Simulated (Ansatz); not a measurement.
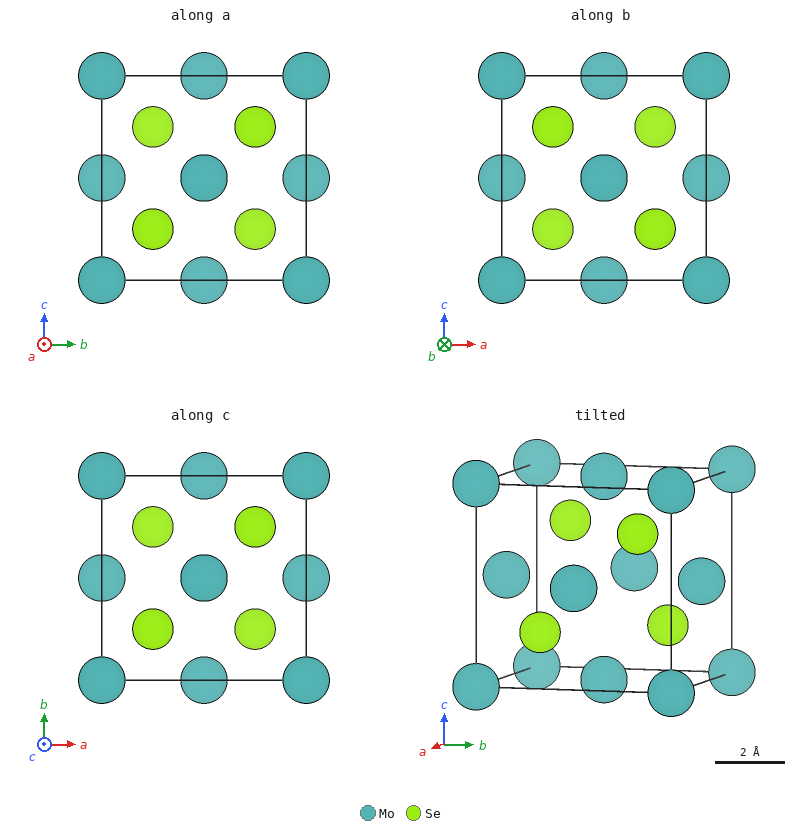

Shown here is a spheres-only view of the crystal, taken along the a axis, along the b axis, along the c axis and slightly off an axis. The edges of the conventional unit cell are marked.

Lattice parameters: a = 5.9406 Å, b = 5.9406 Å, c = 5.9406 Å, α = 90.000°, β = 90.000°, γ = 90.000°.

Question: Transcribe the picture into a CIF with its space group and independent sites.

Answer:
```cif
data_structure
_symmetry_space_group_name_H-M 'F -4 3 m'
_symmetry_Int_Tables_number 216
_cell_length_a 5.9406
_cell_length_b 5.9406
_cell_length_c 5.9406
_cell_angle_alpha 90.000
_cell_angle_beta 90.000
_cell_angle_gamma 90.000
_cell_volume 209.65
loop_
_atom_site_label
_atom_site_type_symbol
_atom_site_symmetry_multiplicity
_atom_site_Wyckoff_symbol
_atom_site_fract_x
_atom_site_fract_y
_atom_site_fract_z
_atom_site_occupancy
Mo1 Mo 4 a 0.0000 0.0000 0.0000 1
Se1 Se 4 d 0.2500 0.2500 0.7500 1
```

The initial geometry was a structure type filled with these elements by a generator (whether the compound takes this form wasn't checked). Earlier steps of the study, as a rule a relaxation of our own, may have changed the cell and positions, so they can lie some per cent off the listed ones. Ansatz was used for an electronic-structure calculation on it.
